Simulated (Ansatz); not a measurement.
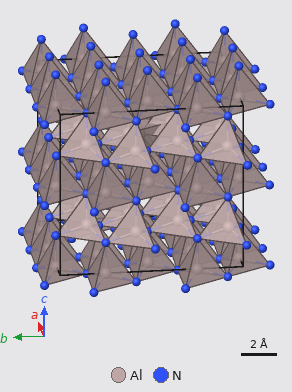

Starting structure of a defect cell of composition Al$_{49}$N$_{47}$ (cell charge −1). A polyhedral model of the cell of the calculation (origin shifted), seen from a free direction.

These are results of DFT, PBEsol, PAW, plane waves (Ansatz), not measurements.

Set-up: plane-wave cutoff 420 eV; k-point mesh 1 × 1 × 1; mesh shifted by (0.25, 0.25, 0.25); collinear spin; atoms relaxed in a fixed cell; force threshold 0.03 eV/Å; at most 80 steps.

```
CELL_PARAMETERS angstrom
9.34145 0.00000 0.00000
0.00000 10.78657 0.00000
0.00000 0.00000 9.96706
ATOMIC_POSITIONS crystal
Al 0.16230 0.08388 0.24848
Al 0.16826 0.08379 0.74847
Al 0.00400 0.33255 0.24891
Al 0.00205 0.33238 0.74756
Al 0.50051 0.08338 0.24909
Al 0.50139 0.08285 0.74908
Al 0.33350 0.33623 0.24895
Al 0.33202 0.32860 0.75217
Al 0.16084 0.57883 0.24936
Al 0.16744 0.58149 0.74896
Al 0.99770 0.83180 0.25064
Al 0.00110 0.83302 0.74874
Al 0.83349 0.08039 0.25133
Al 0.83303 0.07984 0.74812
Al 0.66746 0.33264 0.24720
Al 0.66585 0.32924 0.74914
Al 0.49781 0.58241 0.25023
Al 0.50059 0.58211 0.74945
Al 0.33057 0.83378 0.25315
Al 0.33331 0.83501 0.75293
Al 0.83162 0.58327 0.24853
Al 0.83005 0.58664 0.75051
Al 0.66761 0.83266 0.25070
Al 0.66856 0.83411 0.74460
Al 0.50236 0.58429 0.43541
Al 0.00157 0.16752 0.50282
Al 0.00103 0.16175 0.00001
Al 0.33539 0.16684 0.49976
Al 0.33141 0.16548 0.00112
Al 0.16137 0.41914 0.49362
Al 0.16852 0.41661 0.99831
Al 0.99601 0.66918 0.50033
Al 0.00079 0.66727 0.99885
Al 0.66562 0.16423 0.50073
Al 0.66789 0.16804 0.99920
Al 0.50015 0.41631 0.49981
Al 0.49970 0.41795 0.99800
Al 0.33556 0.66792 0.50050
Al 0.33546 0.66455 0.99856
Al 0.16965 0.91744 0.49697
Al 0.16636 0.91555 0.99962
Al 0.83038 0.41559 0.49833
Al 0.83410 0.41792 0.99289
Al 0.66390 0.66535 0.49872
Al 0.66939 0.66657 0.99783
Al 0.50066 0.92084 0.49610
Al 0.49910 0.91491 0.99820
Al 0.83322 0.91905 0.49922
Al 0.83393 0.91879 0.99921
N 0.00229 0.16616 0.18662
N 0.99947 0.16711 0.69149
N 0.33445 0.16556 0.18913
N 0.33571 0.16974 0.68848
N 0.16250 0.41658 0.18920
N 0.16811 0.41985 0.68928
N 0.00087 0.66697 0.19034
N 0.99720 0.66663 0.68788
N 0.66455 0.16966 0.18724
N 0.66679 0.16600 0.68832
N 0.49604 0.41696 0.19066
N 0.49725 0.41480 0.68856
N 0.33386 0.66931 0.19000
N 0.33336 0.67003 0.68782
N 0.17087 0.91845 0.19151
N 0.17186 0.91548 0.69293
N 0.83469 0.42005 0.18984
N 0.83366 0.41727 0.68680
N 0.66909 0.66820 0.19029
N 0.66677 0.66468 0.68963
N 0.50034 0.91606 0.19127
N 0.49966 0.91667 0.68652
N 0.83198 0.91564 0.19021
N 0.83599 0.91763 0.68881
N 0.16484 0.08234 0.43797
N 0.16870 0.08600 0.94085
N 0.99886 0.33070 0.43865
N 0.00172 0.33235 0.93703
N 0.50187 0.08386 0.43922
N 0.49973 0.07946 0.94167
N 0.33378 0.33353 0.43744
N 0.33312 0.33022 0.94005
N 0.16939 0.58648 0.43994
N 0.16530 0.58499 0.94100
N 0.99720 0.83350 0.43832
N 0.00247 0.83257 0.93802
N 0.82811 0.07951 0.43728
N 0.83404 0.08354 0.93832
N 0.66835 0.33509 0.43705
N 0.66472 0.33486 0.93865
N 0.50019 0.58667 0.93841
N 0.33822 0.83358 0.44057
N 0.33100 0.83009 0.93416
N 0.83378 0.58405 0.43902
N 0.83558 0.58223 0.94086
N 0.66477 0.83411 0.43613
N 0.66020 0.83426 0.93992
```

Question: What does the optimiser find from here?

Answer: Over 6 geometry steps the energy falls by 9.438 eV per cell of the calculation. Largest force component: 12 eV/Å at the start, 0.017 eV/Å at the end. The atom that moves furthest is Al17 (0.57 Å along −c). By element the largest moves are Al 0.57 Å, N 0.25 Å. The lattice vectors keep their values. Among the contacts that change: Al17–Al25 1.846 → 2.296 Å, Al25–Al44 1.855 → 2.285 Å, Al25–Al38 1.914 → 2.284 Å, Al25–Al36 1.922 → 2.257 Å. Bond angles that change, for instance: Al25–Al44–N93 110.7° → 96.3°, N61–Al18–N90 110.1° → 96.0°, Al25–Al38–N82 110.0° → 96.1°. Cost: 9.1 s on 1 × NVIDIA GB200 with 8 threads of Arm Neoverse-V2, peak memory 2 GiB.

History of the run:

```json
{"step": "0", "E − E(0), meV/atom": "0.00", "largest force component, eV/Å": "11.6956"}
{"step": "1", "E − E(0), meV/atom": "-68.46", "largest force component, eV/Å": "4.2121"}
{"step": "2", "E − E(0), meV/atom": "-94.82", "largest force component, eV/Å": "1.6527"}
{"step": "3", "E − E(0), meV/atom": "-97.88", "largest force component, eV/Å": "0.4927"}
{"step": "4", "E − E(0), meV/atom": "-98.25", "largest force component, eV/Å": "0.0809"}
{"step": "5", "E − E(0), meV/atom": "-98.30", "largest force component, eV/Å": "0.0388"}
{"step": "6", "E − E(0), meV/atom": "-98.31", "largest force component, eV/Å": "0.0167"}
```

After the run, drawn alike:

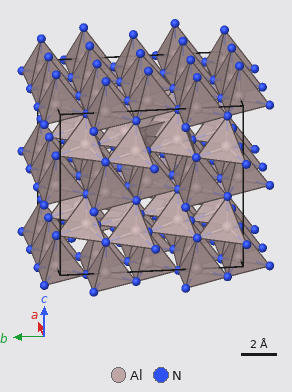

Limits of the set-up: the cell is charged, on a uniform background, and energies carry no finite-size correction.
